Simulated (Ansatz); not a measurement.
Input

```
crystal:
  lattice:
    - [-2.9888745628, 2.9888745628, 5.6642966801]
    - [2.9888745628, -2.9888745628, 5.6642966801]
    - [2.9888745628, 2.9888745628, -5.6642966801]
  atoms:
    - { symbol: Cd, position: [0.5, 0.5, 0.0] }
    - { symbol: Cd, position: [0.25, 0.75, 0.5] }
    - { symbol: As, position: [0.09621757, 0.125, 0.47121757] }
    - { symbol: As, position: [0.375, 0.90378243, 0.02878243] }
    - { symbol: As, position: [0.65378243, 0.625, 0.52878243] }
    - { symbol: As, position: [0.875, 0.34621757, 0.97121757] }
    - { symbol: Ge, position: [0.75, 0.25, 0.5] }
    - { symbol: Ge, position: [0.0, 0.0, 0.0] }
hamiltonian:
  xc: pbe
  pseudopotentials: { kind: paw }
kpoints:
  mp_grid: { grid: [6, 6, 6] }
scf:
  occupations: { method: fermi_dirac, width: 0.05 }
output:
  forces: true
  stress: true
  eigenvalues: true
  write_density: true
  write_potential: true
  elf: true
  volumetric_format: npy
relax:
  f_tol: 0.01
  max_steps: 40
  cell: { stress_tol: 0.05 }
```

Launched as:

```sh
ansatz run input.yaml --threads 4 --pin off --max-ram 11264MiB --backend cpu --events-out ev --progress --plain --runs-dir out
```

Below, planes, directions and counts refer to the conventional cell (a = 6.05 Å, b = 6.05 Å, c = 11.48 Å, α = 90.00°, β = 90.00°, γ = 90.00°).

The fields are those of the run's last geometry, not of the input's.

Space group I-42d; a structure from a database of computed crystals, not necessarily the ambient phase.

Level of theory: Kohn-Sham DFT of a periodic cell, PBE, Ansatz PAW (Ansatz 0.2.0).

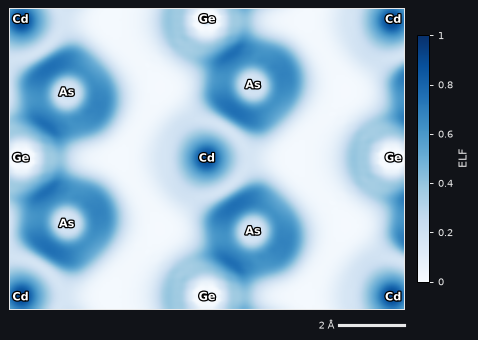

CdGeAs2. ELF on the (110) plane of the conventional cell.

In a PAW calculation such maps are meaningful between the atoms, not at the nuclei.

Question: Interpret the plot.

Answer:
- The section cuts through Cd, As and Ge sites.
- Ge–As (2.48 Å): the ELF peaks at about 0.75 between the atoms; a covalent bond.
- Cd–As (2.67 Å): the ELF is about 0.40 at the midpoint and 0.15 at its lowest between the atoms.
- The features right at Cd lie inside the PAW spheres, where the map follows smoothed inner orbitals and isn't to be read closely.
